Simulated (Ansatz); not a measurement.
System InSb (space group F-43m, No. 216); source of the atomic positions: the input geometry of an electronic-structure calculation (not necessarily at equilibrium); the starting structure was generated, so it need not be a known form of this composition.

```xyz
8
Lattice="6.5590 0.0000 0.0000 0.0000 6.5590 0.0000 0.0000 0.0000 6.5590" Properties=species:S:1:pos:R:3 pbc="T T T"
In    0.0000    0.0000    0.0000
Sb    1.6398    1.6398    4.9193
In    0.0000    3.2795    3.2795
Sb    1.6398    4.9193    1.6398
In    3.2795    0.0000    3.2795
Sb    4.9193    1.6398    1.6398
In    3.2795    3.2795    0.0000
Sb    4.9193    4.9193    4.9193
```

Bonds are taken as In–Sb below 3.2 Å. Simplification: prune 0- and 1-connected atoms, fold 2-connected ones into links.

Derive the underlying net.

The result is a uninodal 4-connected, three-periodic net: In and Sb are 4-connected nodes. It is the dia net, known from diamond, zinc blende and cristobalite. It is a single net, without interpenetration.

```json
{"node": "In and Sb", "links": "4", "point symbol": "6⁶", "coordination sequence": "4 12 24 42 64 92 124 162"}
```

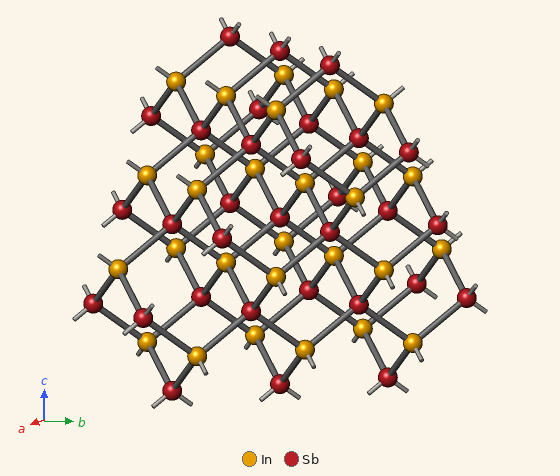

Nodes are coloured by element. Edges to nodes outside the piece are drawn as stubs.
